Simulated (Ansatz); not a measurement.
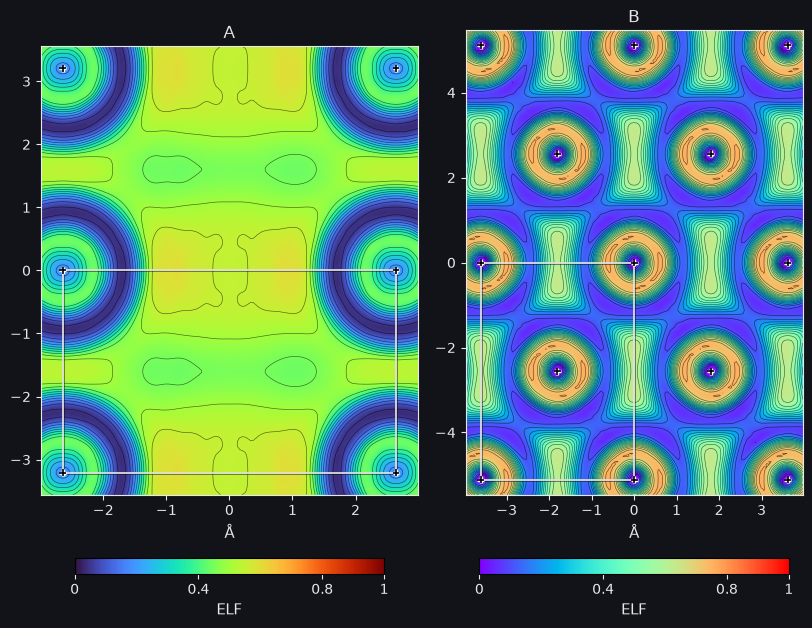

The electron localisation function of 2 systems, each on a plane through atoms (crosses mark nuclei in the plane).

Method: DFT, revPBE, plane waves (420 eV) with PAW, scalar-relativistic (Ansatz 0.2.0).

System 1: Mg, the (100) plane of the conventional cell. Space group P6/mmm; set up as Mg, omega (AlB2-type); a generated structure, not necessarily the stable one; changed on purpose from its base cell (volume × 1.08); computed pressure about −2 GPa in this cell.

```yaml
crystal:
  lattice:
    - [5.28420, 0.00000, 0.00000]
    - [-2.64210, 4.57626, 0.00000]
    - [0.00000, 0.00000, 3.20524]
  atoms:
    - { symbol: Mg, position: [0.00000, 0.00000, 0.00000] }
    - { symbol: Mg, position: [0.33333, 0.66667, 0.50000] }
    - { symbol: Mg, position: [0.66667, 0.33333, 0.50000] }
```

System 2: Sc, the (11̄0) plane of the conventional cell. Space group Im-3m; set up as Sc, bcc; a generated structure, not necessarily the stable one; changed on purpose from its base cell (volume × 0.92); computed pressure about 5 GPa in this cell; computed without spin polarisation.

Which map belongs to which system?

Panel A is system 1, Mg: the plane holds Mg. Mg–Mg (3.21 Å): the ELF reaches about 0.55 near the midpoint. Panel B is system 2, Sc: the plane holds Sc. Sc–Sc (3.13 Å): the ELF is about 0.15 at the midpoint; no shared electron pair shows on this line.
